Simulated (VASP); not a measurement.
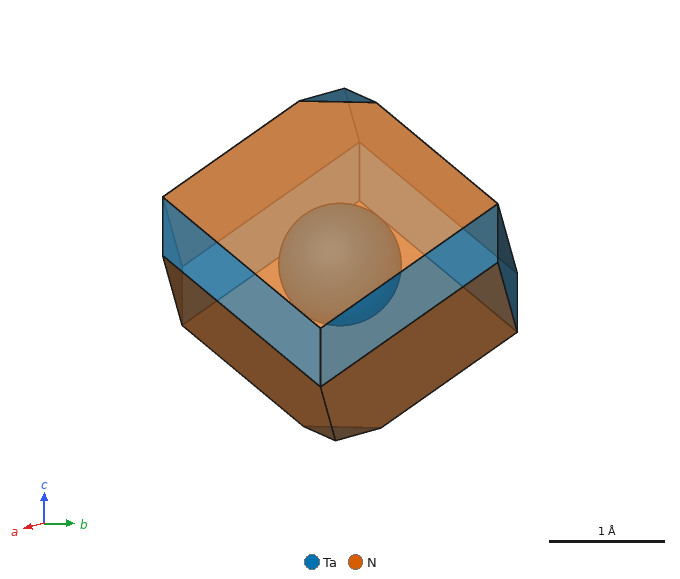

Voronoi cell (the region closer to this atom than to any other), computed from the atomic positions without radii. Central atom: Ta (2a) in TaN; faces take the colour of the neighbour behind them. Origin: the end point of a relaxation with VASP 6.6.1, VASP Kohn-Sham DFT of a periodic cell, RPBE, VASP PAW PBE potentials, recommended.

TaN, space group P6_3/mmc (No. 194), a = 2.934 Å, b = 2.934 Å, c = 5.945 Å, α = 90.00°, β = 90.00°, γ = 120.00°

```
site  Wyckoff       x       y       z
  Ta       2a  0.0000  0.0000  0.5000
   N       2c  0.3333  0.6667  0.2500
```

What is the volume of this Voronoi cell?

Answer. 11.0 Å³, equal to the mean volume per atom.

Tabulate the neighbours by distance and solid angle.

Answer.
```tsv
neighbour	faces	distance (Å)	solid angle (% of sphere)
N	6	2.25	82.5
Ta	6	2.93	16.1
Ta	2	2.97	1.4
```
